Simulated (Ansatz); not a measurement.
Run report: TiAl, geometry relaxation (part 1 of 2)

System: TiAl (slab, 6 atoms in the cell).
Method: DFT PBE, scalar-relativistic, plane waves, PAW, PAW set soft_1, no spin polarisation (Ansatz 0.2.0).

The structure derives from an entry of the Crystallography Open Database. The input holds or restrains some coordinates. Forces given for the steps count only the free coordinates. Figures and captions count atoms from 1; the log counts them from 0 in places.

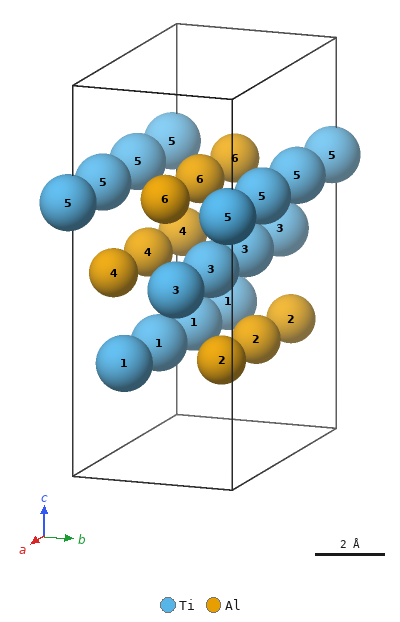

**Figure 1.** The starting structure (spheres-only view of the 3 × 1 repeat of the cell, with the vacuum cut short, seen slightly off an axis; atoms are numbered from 1 in the order of the input). An atom can appear more than once, as a periodic image.

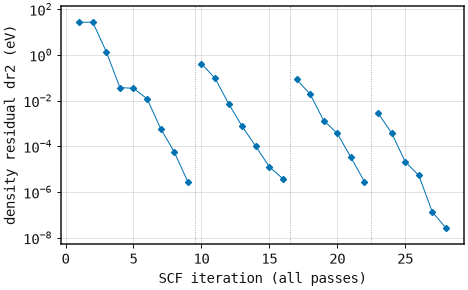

**Figure 2.** Convergence of the self-consistent field: density residual dr2 against the SCF iteration. The dotted lines part the SCF passes of the relaxation: geometry steps, rejected trials and re-solves on a re-selected basis. The passes take 9, 7, 6 and 6 iterations.

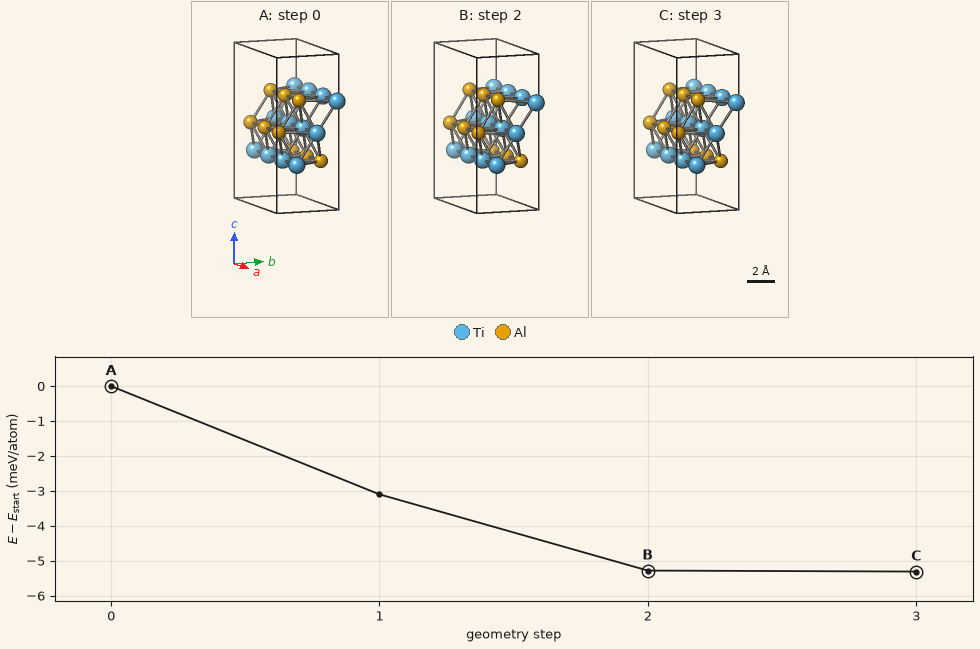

**Figure 3.** Frames of the restrained relaxation (ball-and-stick view of the 3 × 1 repeat of the cell, with the vacuum cut short, seen slightly off an axis) above the curves, on which the letters mark them (the first geometry is step 0 here and step 1 in the log).

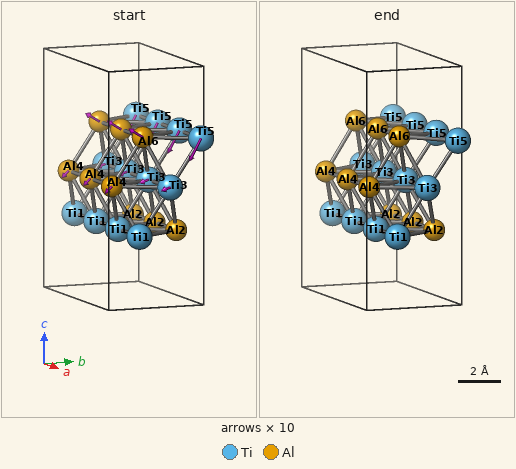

**Figure 4.** Before (left) and after (right) the restrained relaxation, at one scale (ball-and-stick view of the 3 × 1 repeat of the cell, with the vacuum cut short, seen slightly off an axis). The pink arrows give the displacements, magnified 10 times. Over 3 geometry steps the energy falls by 5.3 meV per atom. The largest force component goes from 0.41 to 0.0019 eV/Å. The largest move is that of Ti5, 0.13 Å. By element the largest moves are Ti 0.13 Å, Al 0.09 Å. The lattice vectors keep their values. Among the contacts that change: Ti3–Ti5 2.822 → 2.738 Å, Ti3–Al6 2.852 → 2.910 Å, Al4–Ti5 2.852 → 2.799 Å, Al2–Al4 2.822 → 2.771 Å. (Atoms are counted from 1 in the order of the input.)

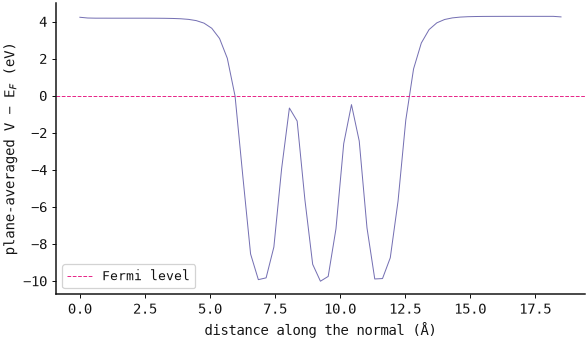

**Figure 5.** Plane average of the electrostatic potential energy of an electron across the cell, from the Fermi level. The vacuum level lies 4.28 eV above the Fermi level on the upper side and 4.18 eV on the lower.

These pictures come from the run below.

**Input**
```yaml
crystal:
  lattice:
    - [2.8218574242, 0.0, 0.0]
    - [0.0, 4.9580382206, 0.0]
    - [0.0, 0.0, 18.6404605127]
  atoms:
    - { symbol: Ti, position: [0.0, 0.32392942, 0.3755272031] }
    - { symbol: Al, position: [0.5, 0.82392942, 0.3755272031] }
    - { symbol: Ti, position: [0.0, 0.6478588399, 0.5] }
    - { symbol: Al, position: [0.5, 0.1478588399, 0.5] }
    - { symbol: Ti, position: [0.0, 0.9717882599, 0.6244727969] }
    - { symbol: Al, position: [0.5, 0.4717882599, 0.6244727969] }
basis:
  ecutwfc: 420
kpoints:
  mp_grid: { grid: [10, 6, 1] }
hamiltonian:
  xc: pbe
  pseudopotentials: { kind: paw, azcp: { folder: soft_1 } }
scf:
  occupations: { method: gaussian, width: 0.1 }
output:
  forces: true
  eigenvalues: true
relax:
  adjacent_minimum: "off"
  f_tol: 0.03
  max_steps: 50
  constraints: [{ sites: [0, 1] }]
efield:
  axis: 3
  dipole_correction: true
  ramp_width: 0.04
```

Run as:
```bash
ansatz run input.yaml --threads 1 --pin off --max-ram 3072MiB --backend cpu --events-out ev --progress --plain --runs-dir out
```

**The program's output**
```
Engine: ansatz 0.2.0, x86_64-unknown-linux-gnu
Pseudopotentials: kind: paw
Pseudopotential: Ti, paw, valence charge 12, recommended cutoff 420 eV (normal), [file]
Pseudopotential: Al, paw, valence charge 3, recommended cutoff 420 eV (normal), [file]
Functional definition: PBE
  parameter kappa = 0.804
  parameter beta = 0.06672455060314922
  exchange = pbe_x(kappa = kappa, mu = beta*pi^2/3)
  correlation = pbe_c(beta = beta)
Crystal: 6 atoms, lattice volume = 260.796 Å³
Basis set: ecut = 420 eV, 5143 PW (Γ), exchange–correlation on 40×72×250 points (8 copies of the dense FFT grid, shifted against one another)
Bands: 29, of which v1, the nominal top of the filled ones, is band 23 counted from 1 (22 counted from 0)
Symmetry: 2 space group operations
k-points: 24 of 60 (time reversal used)
Non-local potential: Ti, projectors of the file, l = 0: 3, l = 1: 2, l = 2: 3, l = 3: 1
Non-local potential: Al, projectors of the file, l = 0: 2, l = 1: 2, l = 2: 1
PAW form: soft (Blöchl's): semilocal exchange-correlation on the pseudo side does not see the compensation charge
PAW one-centre angular grid: Ti, 590 points (default); XC on 64 Gauss nodes
PAW one-centre angular grid: Al, 110 points (default); XC on 64 Gauss nodes
Initial density: superposition of atomic densities (neutral atoms: chi_scale 0, normalization atom)
Initial wavefunctions: pseudopotential atomic-orbital guess
Functional: x = pbe(κ = 0.804, μ = 0.2195149727645171), c = pbe(β = 0.06672455060314922)
SCF iter   1: F=—  HF=-9113.970142 eV  |F-HF|=—  |Δ(HF+E_count)|=         —  Δρ=4.02e-2  dr2=2.66e1  ethr=3.10e-3  p=0.000 e·Å  D=6.36e-14 V/Å  ΔV_dip=-0.00 eV  dr2_dipole=5.95e-10  V_vac-E_F(+/−)=7.54/7.54 eV  ⟨swp⟩=8.8  Hψ=3780  notcnv=0
efield: sawtooth ramp at fractional position 0.9800 (placed from the atoms, in the widest stretch of the axis that holds none; the zero of the levels goes with the place), width 0.0400; the density the first Hamiltonian is built on has a dipole p = 0.000 e·Å; the dipole correction subtracts the counter field D = 6.36e-14 V/Å, which shifts the + side's vacuum level by -0.00 eV against the − side's; the planar-averaged density in the ramp window peaks in size at 1.2e-6 e/Å³
preconditioner: auto → LDOS  [metal: Δε(μ)=0.023 eV  Ē_g=3.864 eV  σ=0.100 eV  W_gap=0.13  n_scr=30 (ndim 8)  ℏωp=10.5 eV  f_vac=0.491  D(μ)=4.23/eV (n_scr^D=24)  β→1.0]
SCF iter   2: F=—  HF=-9112.416528 eV  |F-HF|=—  |Δ(HF+E_count)|=    1.55e0  Δρ=4.29e-2  dr2=2.75e1  ethr=3.10e-3  p=0.001 e·Å  D=4.92e-4 V/Å  ΔV_dip=-0.01 eV  dr2_dipole=1.54e-4  V_vac-E_F(+/−)=3.10/3.11 eV  ⟨swp⟩=4.1  Hψ=2032  notcnv=0  defer=24
SCF iter   3: F=—  HF=-9111.040008 eV  |F-HF|=—  |Δ(HF+E_count)|=    1.38e0  Δρ=9.85e-3  dr2=1.38e0  ethr=3.10e-3  p=0.000 e·Å  D=4.92e-5 V/Å  ΔV_dip=-0.00 eV  dr2_dipole=1.13e-6  V_vac-E_F(+/−)=5.11/5.11 eV  ⟨swp⟩=4.0  Hψ=1836  notcnv=0  defer=15
SCF iter   4: F=—  HF=-9110.944311 eV  |F-HF|=—  |Δ(HF+E_count)|=   9.57e-2  Δρ=2.93e-3  dr2=3.74e-2  ethr=3.06e-3  p=-0.000 e·Å  D=-1.17e-4 V/Å  ΔV_dip=0.00 eV  dr2_dipole=3.25e-7  V_vac-E_F(+/−)=4.38/4.38 eV  ⟨swp⟩=2.0  Hψ=869  notcnv=0  defer=13
SCF iter   5: F=—  HF=-9110.945430 eV  |F-HF|=—  |Δ(HF+E_count)|=   1.12e-3  Δρ=1.94e-3  dr2=3.47e-2  ethr=8.31e-5  p=-0.000 e·Å  D=-8.82e-6 V/Å  ΔV_dip=0.00 eV  dr2_dipole=2.39e-6  V_vac-E_F(+/−)=4.14/4.14 eV  ⟨swp⟩=3.6  Hψ=1521  notcnv=0  defer=13
SCF iter   6: F=—  HF=-9110.945938 eV  |F-HF|=—  |Δ(HF+E_count)|=   5.08e-4  Δρ=9.89e-4  dr2=1.21e-2  ethr=7.72e-5  p=-0.000 e·Å  D=-5.68e-6 V/Å  ΔV_dip=0.00 eV  dr2_dipole=1.50e-7  V_vac-E_F(+/−)=4.15/4.15 eV  ⟨swp⟩=1.0  Hψ=699  notcnv=0  defer=13
SCF iter   7: F=—  HF=-9110.945651 eV  |F-HF|=—  |Δ(HF+E_count)|=   2.87e-4  Δρ=2.99e-4  dr2=6.01e-4  ethr=2.69e-5  p=0.000 e·Å  D=1.12e-5 V/Å  ΔV_dip=-0.00 eV  dr2_dipole=3.47e-7  V_vac-E_F(+/−)=4.17/4.17 eV  ⟨swp⟩=1.1  Hψ=700  notcnv=0  defer=13
SCF iter   8: F=—  HF=-9110.945751 eV  |F-HF|=—  |Δ(HF+E_count)|=   1.00e-4  Δρ=9.32e-5  dr2=5.70e-5  ethr=1.33e-6  p=0.000 e·Å  D=2.33e-6 V/Å  ΔV_dip=-0.00 eV  dr2_dipole=2.82e-10  V_vac-E_F(+/−)=4.17/4.17 eV  ⟨swp⟩=2.0  Hψ=923  notcnv=0  defer=13
SCF iter   9: F=-9110.945760 eV  HF=-9110.945759 eV  |F-HF|=1.05e-6  |Δ(HF+E_count)|=   8.09e-6  Δρ=3.28e-5  dr2=2.82e-6  ethr=5.00e-8  p=0.000 e·Å  D=1.55e-6 V/Å  ΔV_dip=-0.00 eV  dr2_dipole=1.63e-9  V_vac-E_F(+/−)=4.17/4.17 eV  ⟨swp⟩=12.1  Hψ=3564  notcnv=0
SCF 1 converged in 9 iterations: F = -9110.945760 eV  dr2 = 2.82e-6
  greatest PAW one-centre occupation: 0.999 electrons in one spin orbital (limit 2), on the Ti atom at site 0 (counted from 0), in its partial waves of l = 0
relax step   1: F+E_penalty+E_count = -9110.94576009 eV  Δ(F+E_penalty+E_count) = +0.000e0 eV  max|allowed force component| = 4.136e-1 eV/Å  Δτ_max = 0.0000 Å  (9 SCF iters, dr2 threshold 2.25e-5 eV, accepted)
Initial density: handed on by an earlier stage of this run
Initial wavefunctions: those handed on with the density
iter 1 solved again at ethr=1.39e-3 eV; its pass at ethr=3.10e-3 eV (dr2=6.25e-1 eV) is discarded
SCF iter   1: F=—  HF=-9110.996336 eV  |F-HF|=—  |Δ(HF+E_count)|=         —  Δρ=7.54e-3  dr2=4.11e-1  ethr=1.39e-3  p=0.000 e·Å  D=1.55e-6 V/Å  ΔV_dip=-0.00 eV  dr2_dipole=2.90e-2  V_vac-E_F(+/−)=4.25/4.25 eV  ⟨swp⟩=1.2  Hψ=2930  notcnv=0  defer=11
efield: sawtooth ramp at fractional position 0.9800 (handed on by an earlier solve), width 0.0400; the density the first Hamiltonian is built on has a dipole p = 0.000 e·Å; the dipole correction subtracts the counter field D = 1.55e-6 V/Å, which shifts the + side's vacuum level by -0.00 eV against the − side's; the planar-averaged density in the ramp window peaks in size at 2.9e-6 e/Å³
preconditioner: auto → LDOS  [metal: Δε(μ)=0.041 eV  Ē_g=3.521 eV  σ=0.100 eV  W_gap=0.22  n_scr=30 (ndim 8)  ℏωp=10.5 eV  f_vac=0.522  D(μ)=5.73/eV (n_scr^D=28)  β→1.0]
SCF iter   2: F=—  HF=-9110.971713 eV  |F-HF|=—  |Δ(HF+E_count)|=   2.46e-2  Δρ=4.00e-3  dr2=9.65e-2  ethr=9.13e-4  p=-0.003 e·Å  D=-2.36e-3 V/Å  ΔV_dip=0.04 eV  dr2_dipole=1.62e-3  V_vac-E_F(+/−)=4.21/4.16 eV  ⟨swp⟩=2.1  Hψ=1036  notcnv=0  defer=13
SCF iter   3: F=—  HF=-9110.964862 eV  |F-HF|=—  |Δ(HF+E_count)|=   6.85e-3  Δρ=1.28e-3  dr2=7.44e-3  ethr=2.14e-4  p=-0.006 e·Å  D=-4.15e-3 V/Å  ΔV_dip=0.08 eV  dr2_dipole=6.62e-6  V_vac-E_F(+/−)=4.28/4.21 eV  ⟨swp⟩=2.5  Hψ=1252  notcnv=0  defer=14
SCF iter   4: F=—  HF=-9110.964025 eV  |F-HF|=—  |Δ(HF+E_count)|=   8.37e-4  Δρ=4.36e-4  dr2=7.50e-4  ethr=1.65e-5  p=-0.008 e·Å  D=-5.50e-3 V/Å  ΔV_dip=0.10 eV  dr2_dipole=9.36e-5  V_vac-E_F(+/−)=4.30/4.20 eV  ⟨swp⟩=2.6  Hψ=1197  notcnv=0  defer=18
SCF iter   5: F=—  HF=-9110.964232 eV  |F-HF|=—  |Δ(HF+E_count)|=   2.07e-4  Δρ=1.99e-4  dr2=1.01e-4  ethr=1.67e-6  p=-0.009 e·Å  D=-6.35e-3 V/Å  ΔV_dip=0.12 eV  dr2_dipole=6.77e-8  V_vac-E_F(+/−)=4.31/4.20 eV  ⟨swp⟩=2.4  Hψ=1062  notcnv=0  defer=18
SCF iter   6: F=—  HF=-9110.964339 eV  |F-HF|=—  |Δ(HF+E_count)|=   1.06e-4  Δρ=5.77e-5  dr2=1.28e-5  ethr=2.24e-7  p=-0.010 e·Å  D=-7.16e-3 V/Å  ΔV_dip=0.13 eV  dr2_dipole=8.52e-9  V_vac-E_F(+/−)=4.33/4.20 eV  ⟨swp⟩=2.0  Hψ=922  notcnv=0  defer=18
SCF iter   7: F=-9110.964343 eV  HF=-9110.964344 eV  |F-HF|=1.19e-6  |Δ(HF+E_count)|=   5.42e-6  Δρ=2.88e-5  dr2=3.81e-6  ethr=2.38e-8  p=-0.011 e·Å  D=-7.32e-3 V/Å  ΔV_dip=0.14 eV  dr2_dipole=9.75e-8  V_vac-E_F(+/−)=4.33/4.20 eV  ⟨swp⟩=12.0  Hψ=3301  notcnv=0
SCF 2 converged in 7 iterations: F = -9110.964343 eV  dr2 = 3.81e-6
relax step   2: F+E_penalty+E_count = -9110.96434294 eV  Δ(F+E_penalty+E_count) = -1.858e-2 eV  max|allowed force component| = 3.707e-1 eV/Å  Δτ_max = 0.1940 Å  (7 SCF iters, dr2 threshold 1.07e-5 eV, accepted)
```
